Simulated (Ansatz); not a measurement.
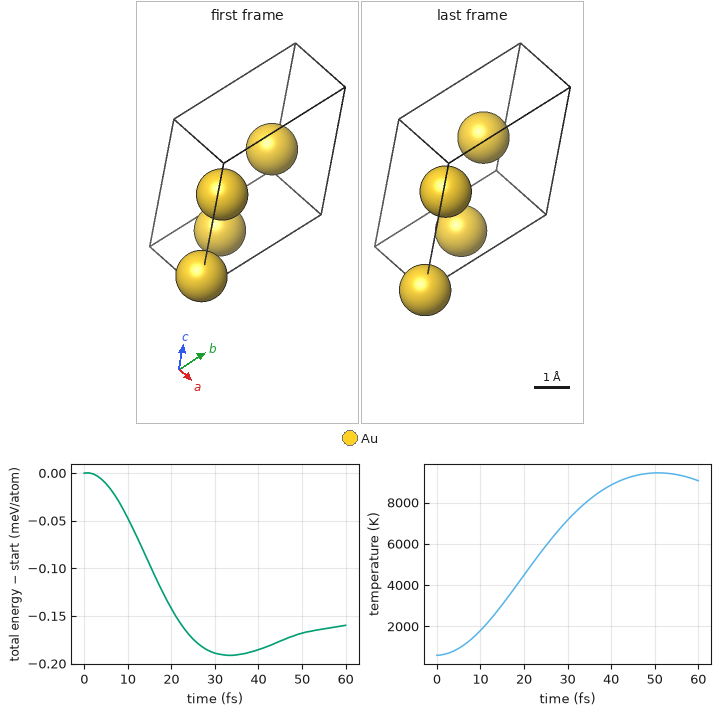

First-principles dynamics of a 4-atom cell of Au, 60 fs long. The picture is a spheres-only view of the simulation cell, seen slightly off an axis.

The calculation used Ansatz 0.2.0, DFT, PAW plane waves, PBE. Set-up: plane-wave cutoff 420 eV; k-point mesh 4 × 4 × 4; cold smearing 0.15 eV; constant energy (NVE); velocities drawn for 600 K; time step 1 fs.

Input
```yaml
crystal:
  lattice:
    - [-4.178382, -0.0319, -0.002123]
    - [0.002123, -0.026541, 4.195868]
    - [-2.05623, 4.041686, 2.070332]
  atoms:
    - { symbol: Au, position: [0.93635, 0.026567, 0.077831] }
    - { symbol: Au, position: [0.398504, 0.409662, 0.021388] }
    - { symbol: Au, position: [0.324121, 0.791735, 0.403977] }
    - { symbol: Au, position: [0.665656, 0.221752, 0.50798] }
kpoints:
  mp_grid: { grid: [4, 4, 4] }
magnetization:
  spin_polarized: false
scf:
  occupations: { method: cold, width: 0.15 }
hamiltonian:
  pseudopotentials: { kind: paw }
  xc: pbe
basis:
  ecutwfc: 420
md:
  timestep: 1.0
  n_steps: 60
  ensemble: nve
  temperature: 600.0
  initial_velocities: maxwell_boltzmann
  seed: 880030
```

Run as
```bash
ansatz run input.yaml --threads 2 --pin off --max-ram 2560MiB --backend cpu --events-out ev --progress --plain --runs-dir out
```

> Is this trajectory numerically sound?

The total energy stays between −0.19 and 0.00025 meV per atom of its start. A straight-line fit has a slope that amounts to −0.17 meV per atom over 60 fs (under 0.1 % of the mean kinetic energy), and the ripple about it is under 0.1 % of the kinetic energy's fluctuation. With a drift under 2 % and a ripple under 7 %, the integration is accurate. The mean temperature in the second half is 8857 K (standard deviation 667 K). The starting point lies high in potential energy, and that energy turns into motion. The potential energy in the second half lies on average 801 meV per atom below the first frame. The first frame is far from relaxed (forces up to 8.2 eV/Å), so much of the motion is the structure settling.

Limits of the set-up: the k-point mesh is coarse for a cell with partly filled bands.

Cost: 2.7 min on 2 threads of Arm Neoverse V1, with other jobs on the host, peak memory 0.41 GiB.
